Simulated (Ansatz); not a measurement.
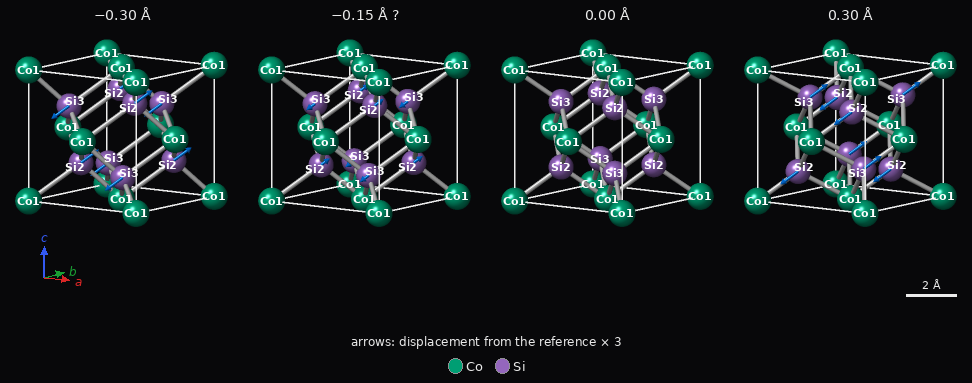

Solid CoSi2 (Fm-3m): a normal mode at the zone centre (one arbitrary combination within a set of 3 degenerate modes) is frozen in with the cell fixed, the amplitude being the largest displacement of an atom. The picture is a ball-and-stick view of the conventional cell (4 times the calculation's cell), seen from a free direction. Blue arrows: displacements from the reference. Lengths and directions refer to the drawn axes.

Level of theory: DFT PBE, scalar-relativistic, plane waves, PAW (Ansatz). Settings: plane-wave cutoff 420 eV; k-point mesh 16 × 16 × 16; occupations gaussian; smearing width 0.15 eV; no spin polarisation. Energies (free energies at the smearing named) are counted from the relaxed crystal.

| largest displacement (Å) | ΔE (meV/cell) |
| --- | --- |
| −0.3000 | 801 |
| −0.2250 | 475 |
| −0.1500 | ? |
| −0.0750 | 58 |
| 0.0000 | 0 |
| 0.0750 | 64 |
| 0.1500 | 270 |
| 0.2250 | 655 |
| 0.2625 | 929 |
| 0.3000 | 1266 |

Q: Fill in the missing row.

A: A straight line between the two neighbours gives 266 meV/cell. A cubic through the four nearest rows (−0.3000, −0.2250, −0.0750, 0.0000) gives, with Lagrange weights, (−0.1667)(801) + (0.6667)(475) + (0.6667)(58) + (−0.1667)(0) = 222 meV/cell. The calculation gives 223 meV/cell, so the cubic is 1 meV/cell too low and the straight line 43 meV/cell too high, as the curve bends upwards here.

The whole profile:

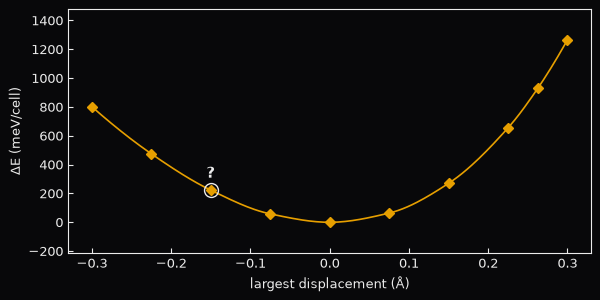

Limits of the set-up: an element that often carries a moment was run without spin polarisation.
